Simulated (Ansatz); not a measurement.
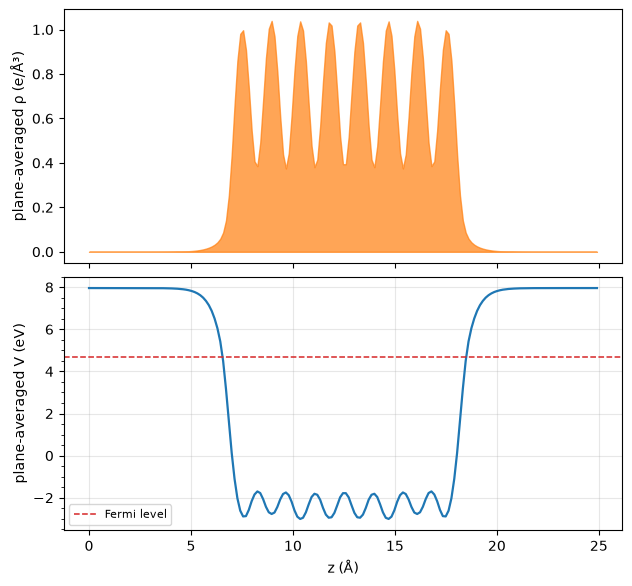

*Ti (slab). Plane average of the electrostatic potential energy of an electron and of the valence pseudo-density across the slab.*

Not relaxed (largest force 0.4 eV/Å).

These are results of Ansatz, Kohn-Sham DFT of a periodic cell, PBE, Ansatz PAW, not measurements.

Core electrons are frozen (PAW), and the valence fields are smoothed inside the atomic spheres.

Question: How far below the vacuum level is the Fermi level?

Answer: The potential is flat in the vacuum, 3.3 eV above the Fermi level; this is the work function, the same on both faces.

Question: How thick is the slab, and how wide the vacuum?

Answer: The outermost nuclei are 10.0 Å apart, in 8 atomic planes; the vacuum between periodic images is 15.0 Å wide.
